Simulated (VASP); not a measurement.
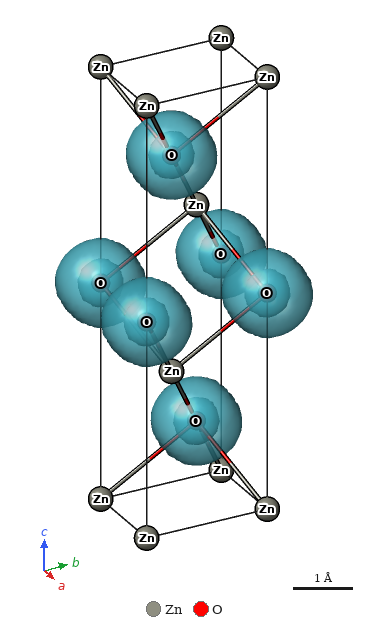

Figure. ZnO. Isosurface of the ELF at 0.75 (cyan), seen slightly off an axis. Core shells and regions of very low density are left out. Sticks mark near contacts.

Space group R-3m; a generated structure, not necessarily the stable one; changed on purpose from its base cell (epitaxial 111 strain -2.9%); computed pressure about 17 GPa in this cell.

Level of theory: Kohn-Sham DFT of a periodic cell, PBE, VASP PAW PBE potentials, recommended (VASP).

Core electrons are frozen (PAW), and the valence fields are smoothed inside the atomic spheres.

Question: What do the ELF domains correspond to?

Answer: The surface consists of three regions wrapped around O (the valence shell of each), counted in one cell of 6 atoms. Any copies at cell faces, edges or corners count once. Along the contacts the grid gives the following. Zn–O (2.11 Å): the ELF peaks at about 0.80 in the valence shell of O, 0.6 Å from its nucleus, and is about 0.20 at the midpoint: no shared electron pair shows on this line.

Question: Metal or insulator at this level of theory?

Answer: It is gapped, with a Kohn–Sham gap of 1.0 eV on the k-point mesh, an upper bound to the gap of this method.
